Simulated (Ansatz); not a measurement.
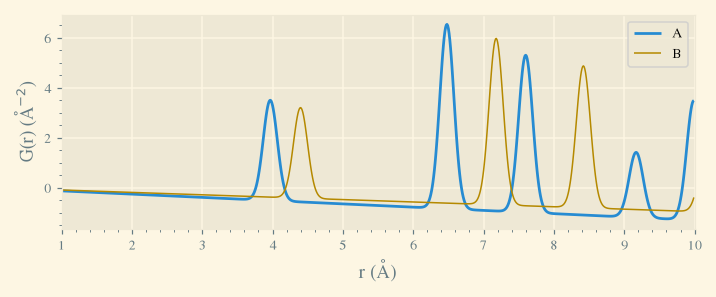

Simulated X-ray pair distribution function, G(r) = R(r)/r − 4πρ₀r, summed over the atomic distances of the structure with each pair weighted by the product of the atomic numbers (X-ray weights at Q = 0); every distance is a Gaussian of σ = 0.10 Å. No termination ripples are included. Both curves are of K in space group Fd-3m, for two cells of different size. A: coordinates from a relaxation with DFT, LDA (PW92), plane waves (420 eV) with PAW, scalar-relativistic in Ansatz; the starting structure was generated, so it need not be a known form of this composition; B: the input geometry of an electronic-structure calculation (not necessarily at equilibrium); the starting structure was generated, so it need not be a known form of this composition.

**Which cell is the larger, and by how much?**

Cell B is larger: the volume of B is 36.0 % above that of A (96.29 and 130.98 Å³ per atom), a mean linear change of 10.8 %. The shortest distance is 3.969 Å in A and 4.398 Å in B.

**Give both cells.**

Cell A: a = 9.167 Å, b = 9.167 Å, c = 9.167 Å, α = 90.00°, β = 90.00°, γ = 90.00°
Cell B: a = 10.157 Å, b = 10.157 Å, c = 10.157 Å, α = 90.00°, β = 90.00°, γ = 90.00°
